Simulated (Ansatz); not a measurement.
```
Cd S
1.0
     0.03921   -0.03151    3.87711
     2.01723   -3.49433    0.05019
     4.09888    0.03719    0.04197
Cd S
1 1
Direct
  0.62621 0.95258 0.08279
  0.25079 0.71409 0.58387
```

Space group P1; a structure from a database of computed crystals, not necessarily the ambient phase; changed on purpose from its base cell (all atoms moved at random, sigma 0.4 A a component, cell strained at random, sigma 0.01); not relaxed (largest force 1.8 eV/Å); computed pressure about −3 GPa in this cell.

Level of theory: Ansatz, DFT PBE+D3(BJ), scalar-relativistic, plane waves, PAW.

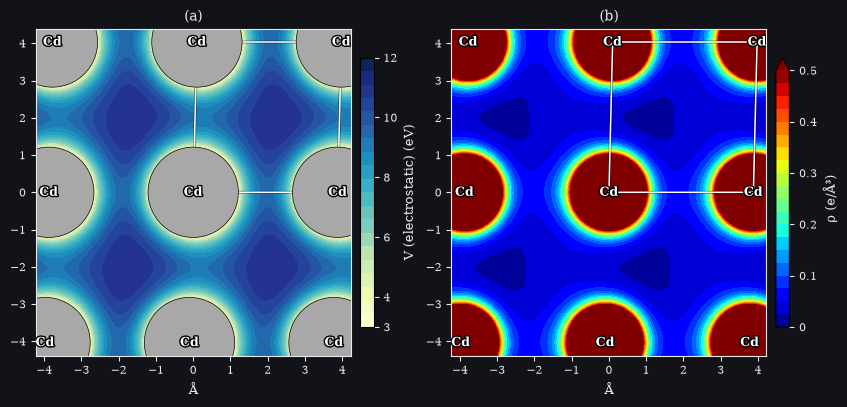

CdS. (a) electrostatic potential energy of an electron; (b) valence charge density (pseudo) on the (001) plane of the conventional cell. Grey discs cover the atomic cores in the potential map.

Core electrons are frozen (PAW), and the valence fields are smoothed inside the atomic spheres.

Read the bonding off the picture.

- The plane passes through Cd nuclei.
- Between the atoms the lowest density in this plane is 0.02 e/Å³.
- Outside the cores the potential energy rises away from the atoms and is highest about 1.8 Å from the nearest atoms; its zero is arbitrary.
